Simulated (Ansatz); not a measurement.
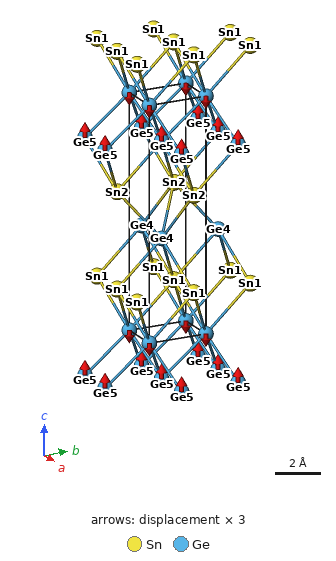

A relaxation of crystalline Sn$_{2}$Ge$_{3}$ (a generated structure, set up in P3m1) (coarse preliminary run). The starting structure is drawn; red arrows show the displacements (the part carried along by the change of the cell is left out), 3 times their true length.

Style: ball-and-stick. Shown: the cell of the calculation, slightly off an axis.

Theory: Ansatz 0.2.0, DFT PBE, scalar-relativistic, plane waves, PAW. Set-up: plane-wave cutoff 420 eV; k-point mesh 6 × 6 × 2; occupations gaussian; smearing width 0.1 eV; no spin polarisation; cell and atoms relaxed; force threshold 0.04 eV/Å; at most 70 steps.

Q: Atoms of which element are displaced furthest, and by how much?

A: Germanium: up to 0.24 Å, against 0.02 Å for tin.

Q: Describe the change and its energy.

A: A Ge atom moves most relative to the cell: 0.24 Å along +c. By element the largest moves are Ge 0.24 Å, Sn 0.02 Å. Cell: a = b 3.577 → 4.048 Å (+13.2 %), c 10.863 → 8.531 Å (−21.5 %). Volume +0.6 %. Some distances before and after: Ge–Ge 2.852 → 2.585 Å, Ge–Sn 3.035 → 2.906 Å, Ge–Sn 3.035 → 3.083 Å, Ge–Sn 3.035 → 3.044 Å. Among the angles between lasting bonds that change: Ge–Ge–Ge 77.7° → 103.1°, Sn–Ge–Sn 94.2° → 73.1°, Sn–Ge–Ge 105.0° → 85.8°. The space group stays P3m1 (No. 156). The energy falls by 129 meV per atom in 14 accepted moves (18 points after the start). The largest force component goes from 0.51 to 0.009 eV/Å. The pressure goes from −0.59 to 0.09 GPa. The line search rejected the trial steps at points 9, 11 of the run. At 2 points the geometry stayed and the basis and grid were re-selected for the new cell (energy shift of 4.6 meV per atom at most each time). The run took 2.5 min on 1 thread of Arm Neoverse V1, with other jobs on the host, peak memory 0.4 GiB.
